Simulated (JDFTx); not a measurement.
# PbTe: 7 runs along one coordinate

System: PbTe (Fm-3m, 2 atoms in the cell).
Method: Kohn-Sham DFT of a periodic cell, PBEsol, PseudoDojo-SR-PBEsol-0.4.1-standard, no spin polarisation (JDFTx 1.7.0 (patched build)).

The 7 runs differ only in the geometry, by an even scaling of the cell at fixed fractional positions. The structure derives from an entry of the Crystallography Open Database.

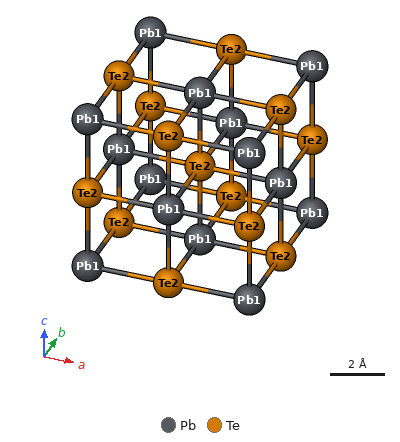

Figure 1. The structure of run 4 (ball-and-stick view of the cell 4 times as large as that of the calculation, set on its symmetry axes, seen at an oblique angle; atoms are numbered from 1 in the order of the input). An atom can appear more than once, as a periodic image.

**Input of run 4**
```
lattice \
    0.0000000000     6.1057051087     6.1057051087 \
    6.1057051087     0.0000000000     6.1057051087 \
    6.1057051087     6.1057051087     0.0000000000
coords-type Lattice
ion Pb     0.0000000000     0.0000000000     0.0000000000 1
ion Te     0.5000000000     0.5000000000     0.5000000000 1

ion-species pseudo/Pb.upf
ion-species pseudo/Te.upf
elec-cutoff 40 320
elec-ex-corr gga-PBEsol
kpoint-folding 7 7 7
elec-smearing Fermi 0.0018374661
elec-n-bands 22
electronic-SCF nIterations 100 energyDiffThreshold 1e-09
electronic-minimize nIterations 30 energyDiffThreshold 1e-7
forces-output-coords Cartesian

dump-name run.$VAR
dump End Ecomponents EigStats BandEigs Kpoints Forces Stress
```

Command:
```bash
jdftx -c 1 -i TePb.in -o TePb.out
```

Lattice vectors (Å) and fractional positions of run 4:
```
   0.000000    3.231000    3.231000
   3.231000    0.000000    3.231000
   3.231000    3.231000    0.000000
Pb  0.000000  0.000000  0.000000
Te  0.500000  0.500000  0.500000
```

Run 3 differs from it as follows:
```diff
-    0.0000000000     6.1057051087     6.1057051087 \
-    6.1057051087     0.0000000000     6.1057051087 \
-    6.1057051087     6.1057051087     0.0000000000
+    0.0000000000     6.0647259874     6.0647259874 \
+    6.0647259874     0.0000000000     6.0647259874 \
+    6.0647259874     6.0647259874     0.0000000000
```

**Results, with one run withheld**

```csv
run,volume per atom (Å³),"free energy per atom, from the lowest run given (meV)",pressure (GPa),gap on the mesh (eV)
1,31.706,13.65,2.69,0.87
2,32.380,4.71,1.55,0.90
3,33.055,?,?,?
4,33.730,0.00,−0.39,0.96
5,34.404,3.32,−1.20,0.99
6,35.079,9.90,−1.94,1.01
7,35.753,19.39,−2.59,1.03
```

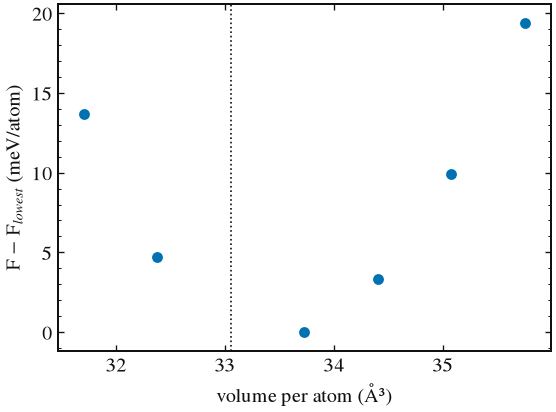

Figure 2. Free energy per atom of the runs given; the dotted line marks run 3.

Estimate the energy of run 3 from the others.

A cubic polynomial in V^(−2/3) (the Birch–Murnaghan form), fitted to the 6 runs given, misses them by under 0.01 meV per atom. With x = V^(−2/3) − 0.09567 Å⁻², it reads F = 0.16341 − 1502.8 x + 1.1298e+06 x² + 3.1407e+06 x³ (meV per atom). At run 3 it gives 0.32 meV per atom, and the run itself gives 0.32. The slope of the fit gives a pressure −dF/dV of 0.54 GPa there, and the run prints 0.53 GPa. The fit has its minimum at 33.445 Å³ per atom, where V d²F/dV² gives 44.9 GPa: the bulk modulus at this level, since symmetry fixes the shape and the positions. The gap on the mesh goes, without turning, from 0.87 eV in run 1 to 1.03 eV in run 7; run 3 has 0.93 eV. These are gaps of this functional on this mesh, which can miss the band edges; they aren't the measured gap.

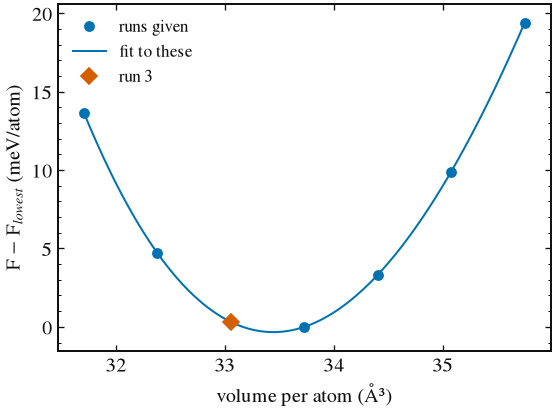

Figure 3. The fit and the withheld run.

**Some lines of the output (run 3)**
```
[...]
unit cell volume = 446.132
     Etot =     -153.7396149945491004
        F =     -153.7396151774021575
	HOMO-LUMO gap: +0.034288
	Optical gap  : +0.034288 at state 3 ( [ +0.000000 +0.000000 +0.428571 ] spin 0 )
```

Notes: Spin–orbit coupling is left out, which matters for Pb.
